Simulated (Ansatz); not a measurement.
Crystal: SiC, the geometry relaxed with DFT, r2SCAN, plane waves, PAW (Ansatz 0.2.0); the starting structure was generated, so it need not be a known form of this composition.

```
C Si
1.0
     2.57651    0.00000    0.00000
     0.00000    3.35747    0.00000
     0.00000    0.00000    4.94116
C Si
2 2
Direct
  0.75000 0.00000 0.91255
  0.25000 0.00000 0.08745
  0.25000 0.50000 0.29243
  0.75000 0.50000 0.70757
```

What does its first Brillouin zone look like, and which path through it is standard?

Answer. It has a primitive orthorhombic lattice (oP; extended symbol oP1). The zone is a parallelepiped in its combinatorial type: 6 faces (6 with 4 edges), 12 edges, 8 vertices. Path: Γ–X–S–Y–Γ–Z–U–R–T–Z | X–U | Y–T | S–R.

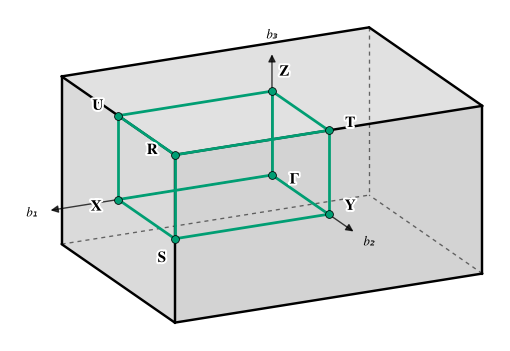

Labels and path follow the convention of Hinuma et al. (2017), as computed by seekpath; the arrows show the directions of the reciprocal primitive vectors b₁, b₂, b₃, in which coordinates are given; lengths include the factor 2π.

```tsv
point	k₁	k₂	k₃	length of k (1/Å)
Γ	0	0	0	0.000
X	1/2	0	0	1.219
Z	0	0	1/2	0.636
U	1/2	0	1/2	1.375
Y	0	1/2	0	0.936
S	1/2	1/2	0	1.537
T	0	1/2	1/2	1.131
R	1/2	1/2	1/2	1.663
```
